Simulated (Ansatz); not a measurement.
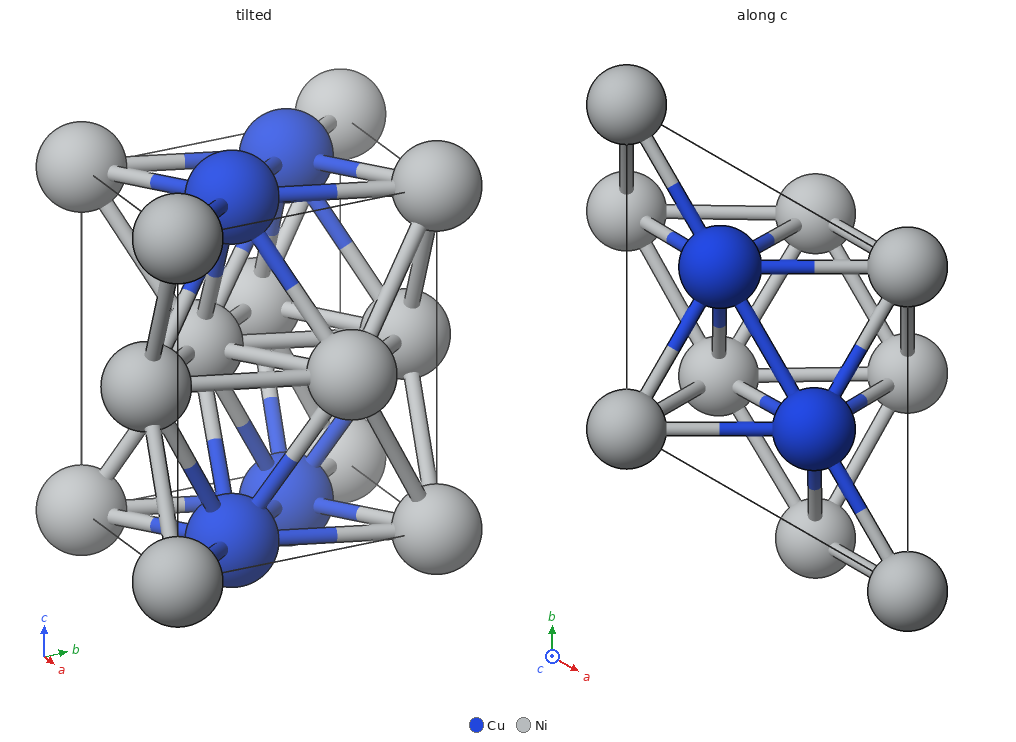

A ball-and-stick rendering, viewed slightly off an axis and along the c axis. The wireframe shows the conventional unit cell. Cell: a = 4.34 Å, b = 4.34 Å, c = 4.14 Å, α = 90.00°, β = 90.00°, γ = 120.00°.

It goes back to a structure type filled with these elements by a generator (whether the compound takes this form wasn't checked). Earlier steps of the study, as a rule a relaxation of our own, may have changed the cell and positions, so they can lie some per cent off the listed ones. It was run through Ansatz as a DFT input.

**What structure is drawn here?**

The structure is one of CuNi2. Space group P-62m (No. 189), lattice primitive hexagonal. Atoms per cell: 6 (2 Cu, 4 Ni). The neighbours of Cu are nine Ni and three Cu in an anticuboctahedral arrangement (about 2.5 Å to Ni, 2.5 Å to Cu). Ni takes two kinds of site: 3g with eight Ni and four Cu in an anticuboctahedral arrangement (about 2.5 Å to Ni, 2.5 Å to Cu); 1a with six Cu and six Ni in an anticuboctahedral arrangement (about 2.5 Å to Cu, 2.5 Å to Ni). The bonds build a three-dimensional framework.

Calculation details: Ansatz, DFT PBE, scalar-relativistic, plane waves, PAW; plane waves up to 420 eV, a 12×12×10 grid in reciprocal space, Gaussian smearing of 0.1 eV, collinear spins.

**Which atoms carry magnetic moments in this run, and how do they order?**

The state reached is ferromagnetic. Sizes: Ni 0.4 to 0.5 μB; net moment 1.7 μB in the run's cell of 6 atoms.

**What is the band gap, if any?**

A metal: bands cross the Fermi level.

**Predict the Bader charges.**

Cu +0.04 e; Ni -0.02 e.

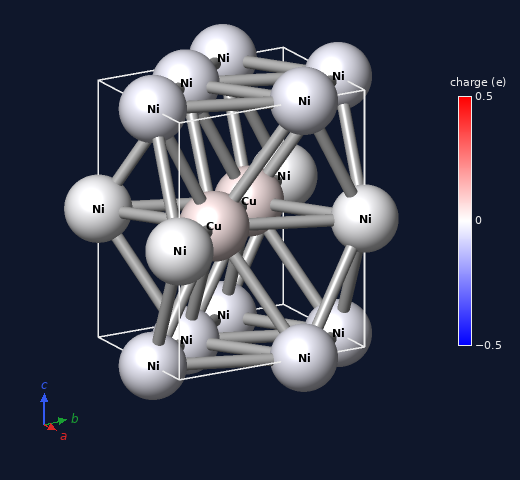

The atoms coloured by those charges. The run's cell of 6 atoms is drawn, so axes and origin can differ from the first picture.

**Does the calculation find this structure at rest?**

Yes. All forces vanish to within 0.01 eV/Å. The pressure is 0.0 GPa, close to zero.
